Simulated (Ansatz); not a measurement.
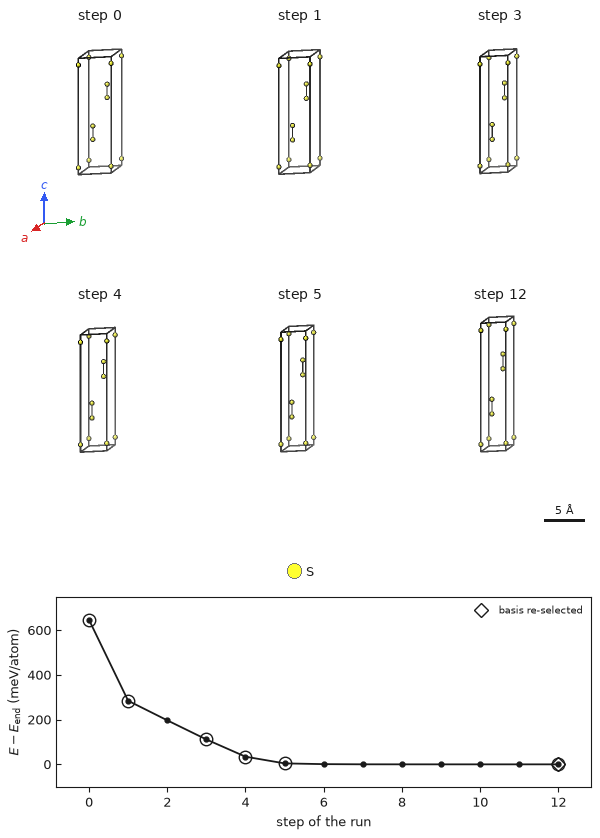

Frames of a relaxation of solid S (a generated structure, set up in R-3m), marked on the history of the run. The picture is a ball-and-stick view of the conventional cell (3 times the calculation's cell), seen slightly off an axis. Lengths and directions refer to the drawn axes.

The start is a swapped structure.

Level of theory: DFT, PAW plane waves, PBE in Ansatz. (plane-wave cutoff 420 eV; k-point mesh 9 × 9 × 9; occupations fermi dirac; smearing width 0.1 eV; no spin polarisation; cell and atoms relaxed; at most 60 steps)

### Describe the path.

The largest moves relative to the cell, 0.011 Å, are those of S atoms. The volume changes by −35.2 %, with a = b 4.181 → 3.200 Å (−23.5 %), c 15.019 → 16.603 Å (+10.5 %). Among the contacts that change: S–S 1.733 → 1.893 Å. The space group stays R-3m (No. 166). The energy falls by 646 meV per atom in 11 accepted moves (12 points after the start). The largest force component goes from 8 to 0.00037 eV/Å. The pressure goes from 7.76 to 0.01 GPa. At 1 point the geometry stayed and the basis and grid were re-selected for the new cell (energy shift of less than 0.05 meV per atom at most each time). From step 0 to 1: S atoms move most (0.07 Å), volume −9.8 %, energy −362 meV per atom. From step 1 to 3: volume −18.7 %, energy −173 meV per atom. From step 3 to 4: volume −11.0 %, energy −77.1 meV per atom. From step 4 to 5: S atoms move most (0.03 Å), volume −9.4 %, energy −30.0 meV per atom. From step 5 to 12: S atoms move most (0.07 Å), volume +9.5 %, energy −4.3 meV per atom.

| step | E − E(0), meV/atom | largest force component, eV/Å | pressure, GPa | volume, Å³/atom | note |
| --- | --- | --- | --- | --- | --- |
| 0 | 0.00 | 7.9578 | 7.76 | 37.901 |  |
| 1 | -361.77 | 1.0236 | -0.87 | 34.200 |  |
| 2 | -449.28 | 0.0532 | -2.80 | 30.985 |  |
| 3 | -534.81 | 0.4735 | -3.56 | 27.793 |  |
| 4 | -611.88 | 0.5100 | -2.79 | 24.742 |  |
| 5 | -641.90 | 0.1200 | 0.60 | 22.409 |  |
| 6 | -645.26 | 0.0051 | 0.28 | 23.391 |  |
| 7 | -646.03 | 0.0510 | 0.14 | 24.065 |  |
| 8 | -646.14 | 0.0004 | 0.03 | 24.238 |  |
| 9 | -646.19 | 0.0297 | 0.07 | 24.514 |  |
| 10 | -646.19 | 0.0169 | -0.04 | 24.556 |  |
| 11 | -646.20 | 0.0001 | 0.00 | 24.543 |  |
| 12 | -646.21 | 0.0004 | 0.01 | 24.543 | same geometry, new basis |
